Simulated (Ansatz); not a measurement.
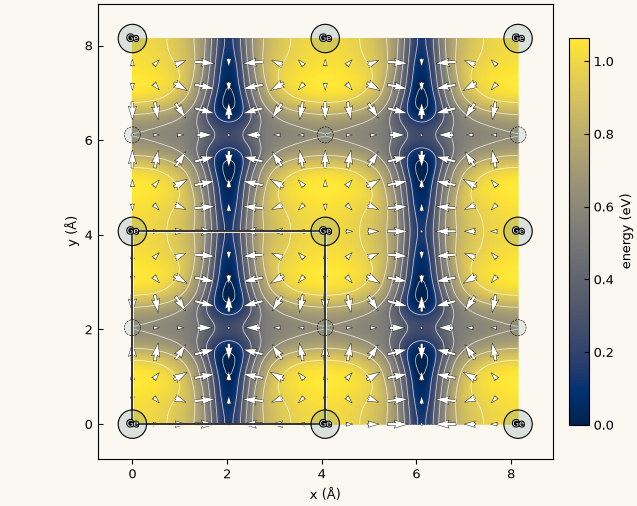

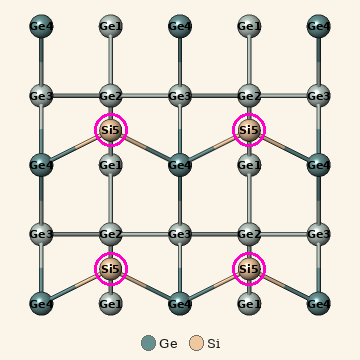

Energy landscape of Si on a Ge(100) slab cut from the Fd-3m phase, its upper half relaxed before the scan (4 atoms of substrate and one adsorbate in a 1 × 1 cell). Si is moved over the surface cell; relaxed at each place: the height of the adsorbate's atoms; substrate rigid; the origin of the map has the adsorbate above Ge4. Places are given modulo a cell vector. The map is drawn in real space over the plane of the surface. The scan uses an 8 × 8 grid; 25 points were computed and 39 follow by symmetry. Energies: eV, counted from the lowest grid point. With one adsorbate in each 1 × 1 cell, its nearest image is 4.1 Å away, so neighbouring adsorbates interact. Level of theory: DFT PBE, scalar-relativistic, plane waves, PAW in Ansatz. Settings: cutoff 420 eV, k-mesh 7×7×1, gaussian smearing 0.1 eV, no spin polarisation.

The picture shows a smooth colour map with a few white contour lines, arrows along the force (downhill), their lengths compressed, labelled circles for the atoms of the top layer and small ones for the second layer, the outline of one cell of the 2 × 2 shown. Between grid points the surface is interpolated. The second picture is the structure at the lowest point; rings mark the moved atoms.

Q: What does the map say about the system?

A: The lowest grid point is at (4/8, 2/8) of the cell vectors [nearest 2 Ge at 2.44 Å]; the map holds 2 wells of about this depth. The bottom of the well lies between grid points, at about (0.50, 0.32) of the cell vectors, about 0.048 eV lower on the interpolated surface. No other kind of well shows on this grid. The highest grid point, (0/8, 2/8) of the cell vectors [nearest 1 Ge at 2.30 Å], lies 1.06 eV above the lowest. On the interpolated surface the easiest way out of the lowest well to a well of about the same depth near (4/8, 6/8) of the cell vectors [nearest 2 Ge at 2.44 Å] passes a barrier of about 0.18 eV, counted from the interpolated bottom of the well. At the lowest point the adsorbate has 2 Ge at 2.44 Å as nearest neighbours, at the highest 1 Ge at 2.30 Å. Its relaxed height above the top atom is 0.89 Å at the lowest and 2.06 Å at the highest point.

The values on the grid:

| second ↓, first → | 0/8 | 1/8 | 2/8 | 3/8 | 4/8 | 5/8 | 6/8 | 7/8 |
| --- | --- | --- | --- | --- | --- | --- | --- | --- |
| 7/8 | 1.04 | 1.01 | 0.93 | 0.62 | 0.07 | 0.62 | 0.93 | 1.01 |
| 6/8 | 1.06 | 1.04 | 0.92 | 0.54 | 0.00 | 0.54 | 0.92 | 1.04 |
| 5/8 | 0.85 | 0.82 | 0.71 | 0.37 | 0.01 | 0.37 | 0.71 | 0.82 |
| 4/8 | 0.64 | 0.62 | 0.57 | 0.43 | 0.25 | 0.43 | 0.57 | 0.62 |
| 3/8 | 0.85 | 0.82 | 0.71 | 0.37 | 0.01 | 0.37 | 0.71 | 0.82 |
| 2/8 | 1.06 | 1.04 | 0.92 | 0.54 | 0.00 | 0.54 | 0.92 | 1.04 |
| 1/8 | 1.04 | 1.01 | 0.93 | 0.62 | 0.07 | 0.62 | 0.93 | 1.01 |
| 0/8 | 1.01 | 0.99 | 0.90 | 0.65 | 0.13 | 0.65 | 0.90 | 0.99 |

The input of one point:

```yaml
crystal:
  lattice:
    - [4.0740542171, 0.0, 0.0]
    - [0.0, 4.0740542171, 0.0]
    - [0.0, 0.0, 19.8557569412]
  atoms:
    - { symbol: Ge, position: [0.0, 0.5, 0.2014529092] }
    - { symbol: Ge, position: [0.0, 0.0, 0.2739958843] }
    - { symbol: Ge, position: [0.5, 0.0, 0.3493666172] }
    - { symbol: Ge, position: [0.5, 0.5, 0.4208228861] }
    - { symbol: Si, position: [1.0, 0.75, 0.4381478514] }
basis:
  ecutwfc: 420
kpoints:
  mp_grid: { grid: [7, 7, 1] }
hamiltonian:
  xc: pbe
  pseudopotentials: { kind: paw, azcp: { folder: soft_1 } }
scf:
  occupations: { method: gaussian, width: 0.1 }
output:
  forces: true
  eigenvalues: true
relax:
  adjacent_minimum: "off"
  f_tol: 0.025
  max_steps: 16
  constraints: [{ sites: [0, 1, 2, 3] }, { sites: [4], fix: xy }]
efield:
  axis: 3
  dipole_correction: true
  ramp_width: 0.04
```

Each point was launched as `ansatz run input.yaml --threads 2 --pin off --max-ram 6144MiB --backend cpu --events-out ev --progress --plain --runs-dir out`. The whole map (25 points run) took 22 min on 2 threads of Arm Neoverse N1, on a shared host.
